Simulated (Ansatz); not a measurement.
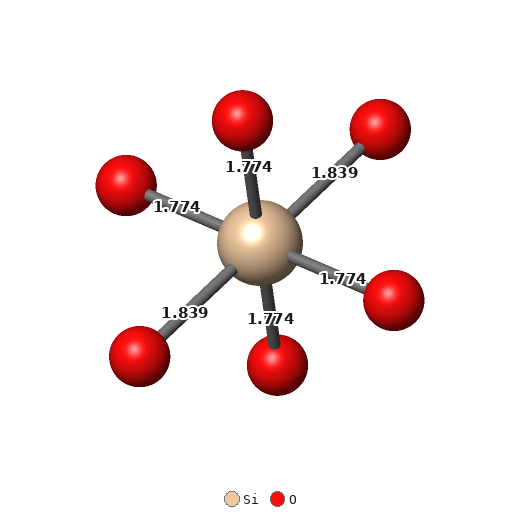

The surroundings of site Si1 (at 0.000, 0.000, 0.500) in SiO$_{2}$ in space group P4_2/mnm, with bond lengths in Å.

The cell is taken from coordinates from a relaxation with Ansatz, DFT PBE, scalar-relativistic, plane waves, PAW.

```
CELL_PARAMETERS angstrom
4.23593 0.00000 0.00000
0.00000 4.23593 0.00000
0.00000 0.00000 2.69059
ATOMIC_POSITIONS crystal
Si 0.00000 0.00000 0.50000
Si 0.50000 0.50000 0.00000
O 0.30696 0.30696 0.50000
O 0.19304 0.80696 0.00000
O 0.69304 0.69304 0.50000
O 0.80696 0.19304 0.00000
```

Bond valence s = exp((R0 − d)/b), R0 fitted to published crystal structures with b = 0.37 Å; R0 in Å: Si4+–O 1.620.

Question: Calculate the bond-valence sum of Si1 from the bonds drawn.

Answer: 4 × 0.660 + 2 × 0.553 = 3.74 v.u., against a formal valence of 4: underbonded (bonds long for this ion) by 0.26.

Question: And over the whole structure?

Answer:
```json
{"site": "Si1", "x, y, z": "0.000, 0.000, 0.500", "formal valence": "+4", "bond-valence sum": "3.89", "difference": "-0.11"}
{"site": "O1", "x, y, z": "0.307, 0.307, 0.500", "formal valence": "−2", "bond-valence sum": "1.94", "difference": "-0.06"}
```

These sums include all anions within 5 Å. The global instability index (root mean square of the differences over all atoms) is 0.08 v.u.: little strain. Cells relaxed with PBE tend to have slightly long bonds, which lowers the sums.
